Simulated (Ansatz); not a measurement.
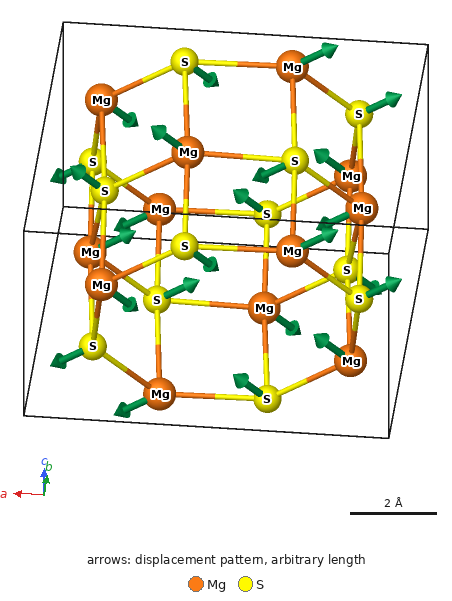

One vibrational mode of solid MgS (a generated structure) at the zone centre. The green arrows give the relative displacements of the atoms. The picture is a ball-and-stick view of the conventional cell (2 times the calculation's cell), seen from a free direction. Lengths and directions refer to the drawn axes.

These are results of DFT PBE, scalar-relativistic, plane waves, PAW in Ansatz 0.2.0, not measurements.

Input
```yaml
crystal:
  lattice:
    - [-4.2802843956, 4.2802843956, 2.6271251388]
    - [4.2802843956, -4.2802843956, 2.6271251388]
    - [4.2802843956, 4.2802843956, -2.6271251388]
  atoms:
    - { symbol: Mg, position: [0.143198048, 0.643198048, 0.7863960959] }
    - { symbol: Mg, position: [0.856801952, 0.356801952, 0.2136039041] }
    - { symbol: Mg, position: [0.356801952, 0.143198048, 0.5] }
    - { symbol: Mg, position: [0.643198048, 0.856801952, 0.5] }
    - { symbol: S, position: [0.848668551, 0.651331449, 0.5] }
    - { symbol: S, position: [0.151331449, 0.348668551, 0.5] }
    - { symbol: S, position: [0.651331449, 0.151331449, 0.8026628981] }
    - { symbol: S, position: [0.348668551, 0.848668551, 0.1973371019] }
basis:
  ecutwfc: 420
kpoints:
  mp_grid: { grid: [6, 6, 6] }
hamiltonian:
  xc: pbe
scf:
  occupations: { method: fixed }
output:
  eigenvalues: true
phonons:
  method: dfpt
  dielectric: true
  rigid_motions: translations
  eigenvectors: true
  qmesh: [2, 2, 2]
  temperatures: { t_max: 1000, t_step: 100 }
  qpath:
    path:
      - [[0.0, 0.0, 0.0], [0.0, 0.0, 0.5], [-0.5, 0.5, 0.5], [0.0, 0.0, 0.0], [0.34417948, 0.34417948, -0.34417948]]
      - [[-0.34417948, 0.65582052, 0.34417948], [-0.5, 0.5, 0.5]]
      - [[0.0, 0.0, 0.5], [0.25, 0.25, 0.25], [0.0, 0.5, 0.0], [0.0, 0.0, 0.0]]
    npoints: 8
```

Command:
```bash
ansatz run input.yaml --threads 4 --pin off --max-ram 8192MiB --backend cpu --events-out ev --progress --plain --runs-dir out
```

Frequencies are those without the non-analytic (LO–TO) term.

### Give the symmetry, activity and frequency of this mode.

This is the B₁g mode at 138 cm⁻¹, optical level 2 of 16, counted from below, Raman-active by symmetry. Atoms of one kind move against one another, with no net shift of any sublattice; it mainly bends the Mg–S bonds; the kinetic energy is shared as S 55 %, Mg 45 %.
